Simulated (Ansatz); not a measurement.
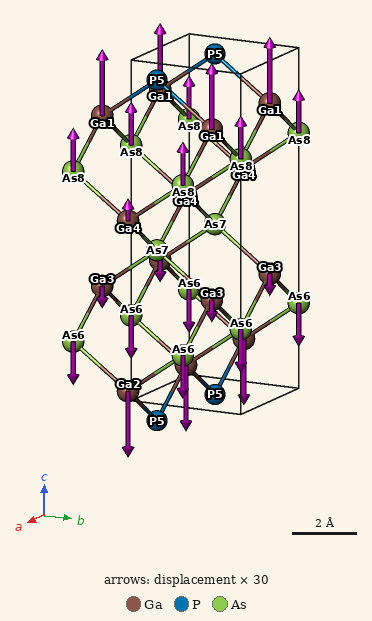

A relaxation of a crystal of Ga₄As₃P (a generated structure, set up in P-4m2) (coarse preliminary run). The starting structure is drawn; purple arrows show the displacements (the part carried along by the change of the cell is left out), 30 times their true length.

Style: ball-and-stick. Shown: the cell of the calculation, repeated 2 × 1 × 1 with one cell outlined, slightly off an axis.

These are results of Ansatz 0.2.0, DFT PBE, scalar-relativistic, plane waves, PAW, not measurements. Set-up: plane-wave cutoff 420 eV; k-point mesh 4 × 4 × 2; occupations gaussian; smearing width 0.1 eV; no spin polarisation; cell and atoms relaxed; force threshold 0.04 eV/Å; at most 70 steps.

Which element moves most?

Gallium: up to 0.072 Å, against 0.047 Å for arsenic.

What did the optimiser do to the structure, and how much energy did it gain?

The energy falls by 63.0 meV per atom in 2 accepted moves (3 points after the start). The largest force component goes from 0.83 to 0.04 eV/Å. The pressure goes from 8.62 to 0.14 GPa. At 1 point the geometry stayed and the basis and grid were re-selected for the new cell (energy shift of 0.6 meV per atom at most each time). The largest moves relative to the cell, 0.072 Å, are those of Ga1 and Ga2. Ga2 goes along −c. Largest moves by element: Ga 0.072 Å, As 0.047 Å. P stays in place. The volume changes by +10.6 %, with a = b 3.885 → 4.036 Å (+3.9 %), c 10.988 → 11.258 Å (+2.5 %). Among the contacts that change: Ga1–As8 2.379 → 2.474 Å, Ga1–P5 2.379 → 2.420 Å. Among the angles between lasting bonds that change: Ga1–P5–Ga1 109.5° → 113.0°, P5–Ga2–P5 109.5° → 113.0°. The space group stays P-4m2 (No. 115). The run took 49 s on 1 thread of Intel(R) Xeon(R) Platinum 8375C CPU @ 2.90GHz (Ice Lake) (shared host), peak memory 0.51 GiB.
